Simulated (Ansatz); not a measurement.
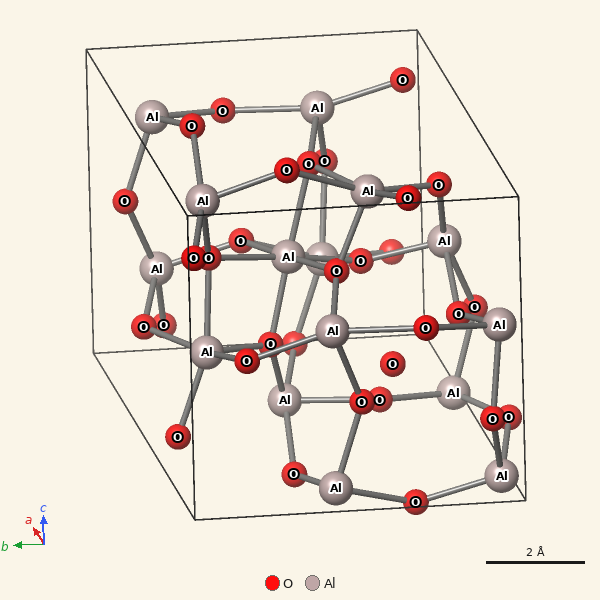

A ball-and-stick picture of a crystal structure, seen from a general direction. The supercell is outlined; an atom on or near a face, edge or corner is repeated at each equivalent position. The host is Al₂O₃, in a cell of 40 sites, and the cell is neutral.

> Describe the defect.

Oxygen on an aluminium site (an antisite). It is bonded to no bonds drawn. Not all metal-metal contacts are counted.

Theory: DFT PBEsol, scalar-relativistic, plane waves, PAW in Ansatz 0.2.0. Numerical settings: a 420 eV plane-wave basis, k-points on a 2×2×2 grid, Gaussian smearing of 0.01 eV, collinear spins.

> Does the defect carry a magnetic moment?

Yes, 1.0 μB in the cell.

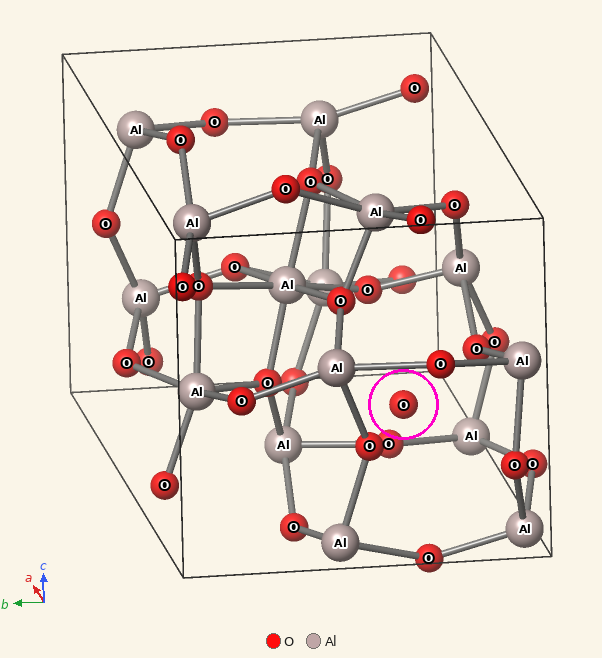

The same cell with a ring at the defect's site.

The atoms were relaxed in the host's cell with DFT PBEsol, scalar-relativistic, plane waves, PAW (Ansatz 0.2.0).
